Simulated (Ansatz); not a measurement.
# Nudged elastic band of TiSi$_{16}$ (part 2 of 2)

The same run, continued: TiSi$_{16}$ (defect cell, 17 atoms in the cell); DFT PBE-D3(BJ), scalar-relativistic, plane waves, PAW, PAW set soft_1, no spin polarisation (Ansatz 0.2.0); cutoff 420 eV, 2×2×2 k-mesh, Gaussian smearing of 0.05 eV. One setting was made poor on purpose. It belongs to a series of runs on one base structure; here: band between the two ends.

Geometry of the input (Å; fractional positions):
```
0.0000  5.4300  5.4300
5.4300  0.0000  5.4300
5.4300  5.4300  0.0000
Si -0.0070  -0.0023  -0.0025
Si 0.1257  0.1181  0.1179
Si 0.0014  -0.0167  0.5005
Si 0.1253  0.1174  0.6243
Si 0.0014  0.5007  -0.0169
Si 0.1253  0.6246  0.1172
Si 0.0007  0.4998  0.4996
Si 0.1215  0.6206  0.6204
Si 0.4988  -0.0019  -0.0021
Si 0.6223  0.1217  0.1214
Si 0.4985  -0.0023  0.4920
Si 0.6189  0.1180  0.6248
Si 0.4985  0.4923  -0.0026
Si 0.6189  0.6250  0.1178
Si 0.4842  0.5006  0.5003
Si 0.6182  0.6245  0.6243
Ti 0.8717  0.3708  0.3706
```

## Log, continued
```
NEB iter  31: max|band force component| = 1.849e-1 eV/Å  barrier→ = 1.7792 eV  barrier← = 1.7790 eV  CI = image 1  Δτ_max = 0.0071 Å  (18 SCF iters)
NEB image 1
NEB image 2
NEB image 3
NEB iter  32: max|band force component| = 1.729e-1 eV/Å  barrier→ = 1.7768 eV  barrier← = 1.7766 eV  CI = image 1  Δτ_max = 0.0073 Å  (18 SCF iters)
NEB image 1
NEB image 2
NEB image 3
NEB iter  33: max|band force component| = 1.490e-1 eV/Å  barrier→ = 1.7733 eV  barrier← = 1.7732 eV  CI = image 1  Δτ_max = 0.0074 Å  (18 SCF iters)
NEB image 1
NEB image 2
NEB image 3
NEB iter  34: max|band force component| = 1.212e-1 eV/Å  barrier→ = 1.7694 eV  barrier← = 1.7692 eV  CI = image 1  Δτ_max = 0.0088 Å  (18 SCF iters)
NEB image 1
NEB image 2
NEB image 3
NEB iter  35: max|band force component| = 1.654e-1 eV/Å  barrier→ = 1.7655 eV  barrier← = 1.7653 eV  CI = image 1  Δτ_max = 0.0104 Å  (18 SCF iters)
NEB image 1
NEB image 2
NEB image 3
NEB iter  36: max|band force component| = 2.007e-1 eV/Å  barrier→ = 1.7613 eV  barrier← = 1.7612 eV  CI = image 1  Δτ_max = 0.0117 Å  (18 SCF iters)
NEB image 1
NEB image 2
NEB image 3
NEB iter  37: max|band force component| = 1.815e-1 eV/Å  barrier→ = 1.7559 eV  barrier← = 1.7558 eV  CI = image 1  Δτ_max = 0.0139 Å  (18 SCF iters)
NEB image 1
NEB image 2
NEB image 3
NEB iter  38: max|band force component| = 9.632e-2 eV/Å  barrier→ = 1.7500 eV  barrier← = 1.7498 eV  CI = image 1  Δτ_max = 0.0164 Å  (18 SCF iters)
NEB image 1
NEB image 2
NEB image 3
NEB iter  39: max|band force component| = 1.124e-1 eV/Å  barrier→ = 1.7450 eV  barrier← = 1.7448 eV  CI = image 1  Δτ_max = 0.0018 Å  (18 SCF iters)
NEB image 1
NEB image 2
NEB image 3
NEB iter  40: max|band force component| = 5.915e-2 eV/Å  barrier→ = 1.7443 eV  barrier← = 1.7441 eV  CI = image 1  Δτ_max = 0.0027 Å  (18 SCF iters)
NEB image 1
NEB image 2
NEB image 3
NEB iter  41: max|band force component| = 6.554e-2 eV/Å  barrier→ = 1.7436 eV  barrier← = 1.7435 eV  CI = image 1  Δτ_max = 0.0030 Å  (18 SCF iters)
NEB image 1
NEB image 2
NEB image 3
NEB iter  42: max|band force component| = 8.089e-2 eV/Å  barrier→ = 1.7431 eV  barrier← = 1.7429 eV  CI = image 1  Δτ_max = 0.0038 Å  (18 SCF iters)
NEB image 1
NEB image 2
NEB image 3
NEB iter  43: max|band force component| = 9.636e-2 eV/Å  barrier→ = 1.7419 eV  barrier← = 1.7417 eV  CI = image 1  Δτ_max = 0.0046 Å  (18 SCF iters)
NEB image 1
preconditioner: auto → Resta (q_TF=auto, 2.147 Å⁻¹)  ε∞=6.3  [insulator: Δε(μ)=0.064 eV  Ē_g=7.451 eV  σ=0.050 eV  W_gap=0.63  n_scr=58 (ndim 8)  ℏωp=17.1 eV  f_vac=0.000  D(μ)=12.25/eV (n_scr^D=112)  ε∞_Penn≈6.3]
NEB image 2
preconditioner: auto → Resta (q_TF=auto, 2.147 Å⁻¹)  ε∞=6.1  [insulator: Δε(μ)=0.059 eV  Ē_g=7.556 eV  σ=0.050 eV  W_gap=0.56  n_scr=58 (ndim 8)  ℏωp=17.1 eV  f_vac=0.000  D(μ)=13.53/eV (n_scr^D=112)  ε∞_Penn≈6.1]
NEB image 3
preconditioner: auto → Resta (q_TF=auto, 2.147 Å⁻¹)  ε∞=6.3  [insulator: Δε(μ)=0.064 eV  Ē_g=7.451 eV  σ=0.050 eV  W_gap=0.63  n_scr=58 (ndim 8)  ℏωp=17.1 eV  f_vac=0.000  D(μ)=12.77/eV (n_scr^D=112)  ε∞_Penn≈6.3]
NEB image 2
NSCF: frozen V_eff on 8 k-points
NEB image 3
NSCF: frozen V_eff on 8 k-points
NEB image 1
NSCF: frozen V_eff on 8 k-points
the band table was solved once a step of the walk had ended and its energy, with any forces and stress, was formed, with the checks that follow a solve (2307 applications of the Hamiltonian). They found nothing against the state; the energy, forces and stress were not computed again (output.eigenvalues in the input reference)
NEB iter  44: max|band force component| = 4.153e-2 eV/Å  barrier→ = 1.7404 eV  barrier← = 1.7403 eV  CI = image 1  Δτ_max = 0.0000 Å  (18 SCF iters)
```

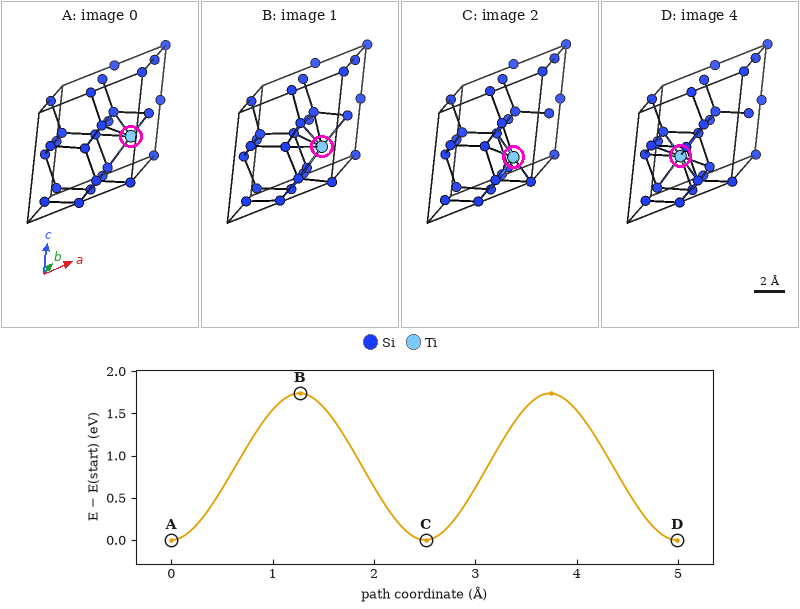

Images of the last band (counted from 0; ball-and-stick, reduced simulation cell, seen slightly off an axis), with the moving atom and its periodic copies ringed, above the energy along the path; the line is a cubic interpolation that uses the forces. The highest image is number 1, 1.740 eV above the start and 1.740 eV above the end (the climbing image); start and end have the same energy. A further maximum stands at image 3, 1.738 eV from the start, so the path isn't one elementary step. The path is 4.99 Å long, and Ti17 moves most (3.72 Å). The band converged in 44 iterations.

```
Free energy (F): -12674.324557 eV
Harris-Foulkes:  -12674.324557 eV  (|F-HF|=3.26e-10)
Internal energy: -12674.309467 eV  (E = F + TS)
E sigma→0 (E₀):  -12674.317012 eV
Entropy (-TS):   -0.015090 eV (-0.888 meV/atom)
Fermi energy:    7.583107 eV
--- Per-component energies (eV) ---
  E_band       = -102.641589
  E_kinetic    = 949.714722
  E_local      = -2087.116894  (includes V_loc(G=0)·N_el)
  E_nonlocal   = 430.039415
  E_hartree    = 861.701548
  E_xc         = -1024.757131
  E_vxc        = -916.535733  (∫ρ·V_xc dr)
  E_paw        = -9229.658684  (= ΣΔE_a)
  E_vpaw       = -202.146795  (= ΣTr[D̂ρ^β])
  E_aug_tail   = 0.000534  (compensation charges beyond the density's cutoff)
  E_ewald      = -2568.392348
  E_disp       = -5.840629  (pairwise vdW)
  E_smearing   = -0.015090  (= −TS)
  E_closure    = 0.000000  (closes the sum)
  Σ components = -12674.324557   (vs F -12674.324557, Δ=0.00e0)
--- Forces (eV/Å), atoms counted from 1 ---
[...]
  atom   1  Si     0.00919889     0.01427603     0.01422417
  atom   2  Si    -0.01003448     0.02129520     0.02138445
  atom   3  Si    -0.01844927     0.00807511    -0.00923142
  atom   4  Si     0.00078226    -0.00895848    -0.01667429
  atom   5  Si    -0.01844953    -0.00927516     0.00816692
  atom   6  Si     0.00080630    -0.01659924    -0.00900042
  atom   7  Si    -0.01921569    -0.03829195    -0.03836806
  atom   8  Si    -0.03220830    -0.01910817    -0.01904401
  atom   9  Si     0.00580277     0.02663235     0.02667718
  atom  10  Si     0.03265136     0.01729770     0.01722630
  atom  11  Si     0.03077989     0.00719968    -0.00457174
  atom  12  Si     0.00149689     0.02026452     0.00912687
  atom  13  Si     0.03077453    -0.00449475     0.00712655
  atom  14  Si     0.00148721     0.00904523     0.02029912
  atom  15  Si    -0.01081626    -0.00351032    -0.00347131
  atom  16  Si     0.01637788    -0.01710442    -0.01718800
  atom  17  Ti    -0.02098251    -0.00675979    -0.00669876
  max |Σ_I F_I| component: 1.65e-5 eV/Å
--- Band table (eV; the first three rows and the last of 8) ---
  k-point 0: bands = ["-49.1084", "-25.5814", "-25.4749", "-25.4731", "-5.0065", "-2.8171", "-2.6665", "-2.5182", "-2.5166", "-1.0975", "-0.9949", "-0.9937", "-0.8537", "-0.5825", "-0.5774", "-0.0716", "-0.0396", "-0.0327", "-0.0292", "3.8131", "4.0001", "4.0002", "4.0902", "4.0904", "4.3586", "4.9687", "4.9711", "5.5625", "5.6363", "5.6379", "5.9770", "5.9856", "6.0963", "6.3312", "6.3382", "6.7621", "7.3269", "7.3333", "7.3686", "7.3804", "7.4600", "7.6389", "7.6543", "7.6593", "7.9821", "8.4142", "8.8339", "8.8369", "9.2168", "9.5479", "9.5502", "9.6215", "9.9634", "9.9675", "10.1616"]
  k-point 1: bands = ["-49.1084", "-25.5814", "-25.4749", "-25.4731", "-4.2115", "-4.1744", "-2.4789", "-2.3258", "-2.3153", "-2.2569", "-2.1077", "-2.0498", "0.2975", "0.4071", "0.5408", "0.5723", "0.6625", "0.8040", "2.7943", "3.0025", "3.2246", "3.2990", "3.3702", "3.3989", "3.4320", "3.6181", "4.4285", "4.4788", "4.6103", "4.6899", "4.7572", "4.9576", "5.8338", "6.0559", "6.1578", "6.4553", "6.7830", "7.6197", "7.9247", "8.2343", "8.2782", "8.3922", "8.4341", "8.5362", "8.8683", "8.9688", "9.0102", "9.6516", "10.2766", "10.6419", "10.6593", "10.7908", "11.1394", "11.3142", "11.5057"]
  k-point 2: bands = ["-49.1084", "-25.5814", "-25.4749", "-25.4731", "-4.2115", "-4.1744", "-2.4789", "-2.3258", "-2.3153", "-2.2568", "-2.1076", "-2.0498", "0.2975", "0.4070", "0.5409", "0.5721", "0.6625", "0.8041", "2.7943", "3.0025", "3.2246", "3.2990", "3.3703", "3.3990", "3.4319", "3.6180", "4.4284", "4.4789", "4.6104", "4.6898", "4.7571", "4.9576", "5.8337", "6.0560", "6.1578", "6.4554", "6.7830", "7.6198", "7.9248", "8.2343", "8.2780", "8.3922", "8.4342", "8.5360", "8.8681", "8.9689", "9.0102", "9.6514", "10.2763", "10.6420", "10.6596", "10.7906", "11.1394", "11.3143", "11.5057"]
  k-point 7: bands = ["-49.1084", "-25.5814", "-25.4749", "-25.4731", "-4.2177", "-4.1880", "-2.4873", "-2.3640", "-2.2879", "-2.2870", "-2.0350", "-2.0332", "0.3463", "0.4026", "0.4201", "0.6577", "0.7892", "0.7961", "2.8551", "3.0076", "3.1857", "3.1930", "3.2337", "3.2842", "3.4123", "3.4144", "4.6513", "4.6518", "4.8735", "4.8755", "4.9555", "5.1039", "5.2014", "5.2018", "6.2045", "6.2064", "7.3912", "7.3921", "7.9661", "8.1442", "8.4080", "8.4314", "8.6295", "8.6349", "8.8808", "9.0890", "9.4187", "10.3141", "10.3204", "10.5834", "10.5898", "11.0584", "11.2308", "11.2329", "11.2983"]
this run last wrote the band of iteration 44 to [file]
--- NEB band (5 images, 44 band iterations, 867 SCF iterations) ---
  forward barrier  = 1.740450 eV
  backward barrier = 1.740285 eV
  lagrangian_above_aufbau_ev (what the smearing adds, to first order; not taken off the barriers): saddle image -0.005086 eV, end points -0.015646 and -0.015273 eV
  climbing image's point = of an order that was not read
  energies are F+E_penalty+E_count in eV, relative to image 0
  image     s (Å)  Δ vs image 0  max|band force component| (eV/Å)
      0    0.0000      0.000000                                 —
  *   1    1.2691      1.740450                          3.936e-2
      2    2.5104      0.000512                          2.318e-2
      3    3.7515      1.737907                          4.153e-2
      4    4.9914      0.000165                                 —
  climbing-image geometry (image 1):
  cell:  # Å, volume = 320.2060 Å³
    - [0.0, 5.43, 5.43]
    - [5.43, 0.0, 5.43]
    - [5.43, 5.43, 0.0]
  atoms:
    - { symbol: Si, position: [0.00945071683320297, -0.0035637279706237134, -0.0036009225745858606] }
    - { symbol: Si, position: [0.1421342257664725, 0.11553189718773882, 0.1155575984748442] }
    - { symbol: Si, position: [0.00376838579800412, -0.023016928972127065, 0.5140233350478911] }
    - { symbol: Si, position: [0.12828913135277198, 0.11448096067240676, 0.622725321551133] }
    - { symbol: Si, position: [0.003756620179772907, 0.5139932660611577, -0.023020955352720945] }
    - { symbol: Si, position: [0.12827413972067636, 0.6227647751057988, 0.11441867065936118] }
    - { symbol: Si, position: [-0.006957606219598983, 0.48617822150906687, 0.48611952890296467] }
    - { symbol: Si, position: [0.10534626418434262, 0.6165075601818579, 0.6164963780533566] }
    - { symbol: Si, position: [0.5026925639072284, 0.013857684930660141, 0.01389269126928544] }
    - { symbol: Si, position: [0.6380762757212204, 0.13280167564074158, 0.13275232893764122] }
    - { symbol: Si, position: [0.5023594918268455, -0.003911335463679472, 0.504577557848922] }
    - { symbol: Si, position: [0.604352125254147, 0.11487739714048001, 0.6536008190566669] }
    - { symbol: Si, position: [0.5023423138955638, 0.5046200618642545, -0.0039749590180568894] }
    - { symbol: Si, position: [0.6043470083663893, 0.6535700493582786, 0.1148771261662207] }
    - { symbol: Si, position: [0.465517501853032, 0.5147577860831322, 0.5147562240824439] }
    - { symbol: Si, position: [0.6208950950966324, 0.6217801767957863, 0.6217165285294713] }
    - { symbol: Ti, position: [0.802574201463298, 0.3153224873750703, 0.3153430858651608] }
```

## The last band as extended XYZ (Å, eV, eV/Å)
```
17
Lattice="0.0000 5.4300 5.4300 5.4300 0.0000 5.4300 5.4300 5.4300 0.0000" Properties=species:S:1:pos:R:3:forces:R:3 image=0 energy=-12676.06501
Si   -0.0260   -0.0518   -0.0506    0.0068   0.0008   0.0008
Si    1.2814    1.3226    1.3238   -0.0129  -0.0066  -0.0068
Si    2.6269    2.7250   -0.0830    0.0009  -0.0015   0.0007
Si    4.0275    4.0704    1.3177   -0.0024   0.0102  -0.0029
Si    2.6271   -0.0842    2.7262    0.0006   0.0006  -0.0013
Si    4.0276    1.3165    4.0716   -0.0023  -0.0027   0.0103
Si    5.4271    2.7167    2.7178   -0.0002  -0.0011  -0.0008
Si    6.7385    4.0287    4.0297   -0.0016  -0.0017  -0.0018
Si   -0.0219    2.6970    2.6983    0.0026   0.0021   0.0021
Si    1.3199    4.0386    4.0400   -0.0002   0.0002   0.0002
Si    2.6590    5.3784    2.6940    0.0006   0.0005   0.0068
Si    4.0331    6.7530    4.0012   -0.0065  -0.0067  -0.0116
Si    2.6591    2.6927    5.3797    0.0006   0.0068   0.0005
Si    4.0332    3.9999    6.7543   -0.0065  -0.0119  -0.0069
Si    5.4347    5.3461    5.3475   -0.0009   0.0016   0.0014
Si    6.7808    6.7467    6.7480    0.0099  -0.0026  -0.0027
Ti    4.0262    6.7458    6.7469    0.0114   0.0120   0.0120
17
Lattice="0.0000 5.4300 5.4300 5.4300 0.0000 5.4300 5.4300 5.4300 0.0000" Properties=species:S:1:pos:R:3:forces:R:3 image=1 energy=-12674.32456
Si   -0.0389    0.0318    0.0320    0.0092   0.0143   0.0142
Si    1.2548    1.3993    1.3991   -0.0100   0.0213   0.0214
Si    2.6662    2.8116   -0.1045   -0.0184   0.0081  -0.0092
Si    4.0030    4.0780    1.3182    0.0008  -0.0090  -0.0167
Si    2.6660   -0.1046    2.8114   -0.0185  -0.0093   0.0082
Si    4.0029    1.3178    4.0781    0.0008  -0.0166  -0.0090
Si    5.2796    2.6018    2.6022   -0.0192  -0.0383  -0.0384
Si    6.6952    3.9196    3.9197   -0.0322  -0.0191  -0.0190
Si    0.1507    2.8051    2.8049    0.0058   0.0266   0.0267
Si    1.4420    4.1856    4.1859    0.0327   0.0173   0.0172
Si    2.7186    5.4677    2.7066    0.0308   0.0072  -0.0046
Si    4.1728    6.8307    3.9054    0.0015   0.0203   0.0091
Si    2.7185    2.7061    5.4678    0.0308  -0.0045   0.0071
Si    4.1727    3.9054    6.8305    0.0015   0.0090   0.0203
Si    5.5903    5.3229    5.3229   -0.0108  -0.0035  -0.0035
Si    6.7522    6.7474    6.7477    0.0164  -0.0171  -0.0172
Ti    3.4245    6.0703    6.0702   -0.0210  -0.0068  -0.0067
17
Lattice="0.0000 5.4300 5.4300 5.4300 0.0000 5.4300 5.4300 5.4300 0.0000" Properties=species:S:1:pos:R:3:forces:R:3 image=2 energy=-12676.06449
Si    0.0274   -0.0078   -0.0088    0.0022   0.0126   0.0124
Si    1.4057    1.3870    1.3859   -0.0109   0.0082   0.0084
Si    2.7585    2.7690   -0.0459   -0.0084  -0.0104   0.0196
Si    4.1052    4.0810    1.3535    0.0138  -0.0055  -0.0021
Si    2.7583   -0.0447    2.7679   -0.0083   0.0196  -0.0104
Si    4.1051    1.3545    4.0801    0.0139  -0.0021  -0.0056
Si    5.4076    2.7269    2.7260    0.0082  -0.0070  -0.0071
Si    6.7703    4.0586    4.0576    0.0049  -0.0056  -0.0056
Si    0.1162    2.7069    2.7057    0.0072   0.0027   0.0028
Si    1.4023    4.0293    4.0283    0.0036   0.0102   0.0101
Si    2.7521    5.4775    2.6621    0.0090  -0.0122  -0.0047
Si    4.1467    6.8706    3.9910   -0.0078   0.0122  -0.0196
Si    2.7520    2.6631    5.4765    0.0090  -0.0047  -0.0123
Si    4.1466    3.9922    6.8695   -0.0077  -0.0196   0.0123
Si    5.4726    5.4399    5.4388   -0.0064  -0.0106  -0.0106
Si    6.7660    6.8228    6.8218    0.0014  -0.0121  -0.0122
Ti    2.7952    5.4239    5.4228   -0.0236   0.0246   0.0246
17
Lattice="0.0000 5.4300 5.4300 5.4300 0.0000 5.4300 5.4300 5.4300 0.0000" Properties=species:S:1:pos:R:3:forces:R:3 image=3 energy=-12674.32710
Si   -0.0306   -0.0288   -0.0310    0.0002  -0.0063  -0.0063
Si    1.4404    1.2525    1.2501    0.0348  -0.0199  -0.0198
Si    2.7173    2.7254   -0.0373    0.0212   0.0146   0.0041
Si    4.0035    4.1177    1.3473   -0.0095   0.0248   0.0176
Si    2.7173   -0.0350    2.7231    0.0212   0.0040   0.0147
Si    4.0035    1.3495    4.1155   -0.0094   0.0176   0.0247
Si    5.2719    2.8363    2.8341   -0.0148   0.0337   0.0335
Si    6.7523    4.1175    4.1152    0.0067   0.0280   0.0280
Si    0.1477    2.6326    2.6305    0.0028  -0.0275  -0.0277
Si    1.2642    4.0330    4.0308   -0.0135  -0.0163  -0.0162
Si    2.6676    5.5393    2.6134   -0.0262   0.0160  -0.0087
Si    4.1722    6.9530    4.0305   -0.0032  -0.0088  -0.0110
Si    2.6677    2.6157    5.5371   -0.0264  -0.0088   0.0159
Si    4.1723    4.0328    6.9507   -0.0032  -0.0109  -0.0088
Si    5.5966    5.5432    5.5410   -0.0093   0.0155   0.0155
Si    6.6911    6.9503    6.9480   -0.0314   0.0227   0.0228
Ti    3.4495    4.7706    4.7683    0.0602  -0.0784  -0.0784
17
Lattice="0.0000 5.4300 5.4300 5.4300 0.0000 5.4300 5.4300 5.4300 0.0000" Properties=species:S:1:pos:R:3:forces:R:3 image=4 energy=-12676.06484
Si   -0.0225    0.0547    0.0521    0.0006  -0.0114  -0.0154
Si    1.3240    1.3938    1.3892   -0.0154   0.0152   0.0156
Si    2.6626    2.7401    0.0514    0.0115   0.0009  -0.0129
Si    4.0312    4.1162    1.3606    0.0040  -0.0056  -0.0275
Si    2.6615    0.0551    2.7358    0.0153  -0.0126  -0.0014
Si    4.0305    1.3623    4.1129    0.0049  -0.0158  -0.0040
Si    5.4326    2.7142    2.7113   -0.0097   0.0061   0.0112
Si    6.7838    4.1166    4.1125    0.0237  -0.0059  -0.0034
Si   -0.0185    2.7355    2.7321    0.0044  -0.0008  -0.0060
Si    1.2854    4.1101    4.1072   -0.0185   0.0048   0.0058
Si    2.6310    5.5171    2.7049    0.0084  -0.0141   0.0176
Si    4.0371    6.8618    4.1068   -0.0057   0.0263   0.0062
Si    2.6300    2.7070    5.5130    0.0130   0.0174  -0.0104
Si    4.0365    4.1104    6.8581   -0.0053   0.0048   0.0149
Si    5.4394    5.5175    5.5125   -0.0179  -0.0157  -0.0073
Si    6.7439    6.8321    6.8305   -0.0025   0.0097  -0.0004
Ti    4.0324    4.1153    4.1112   -0.0108  -0.0035   0.0173
```
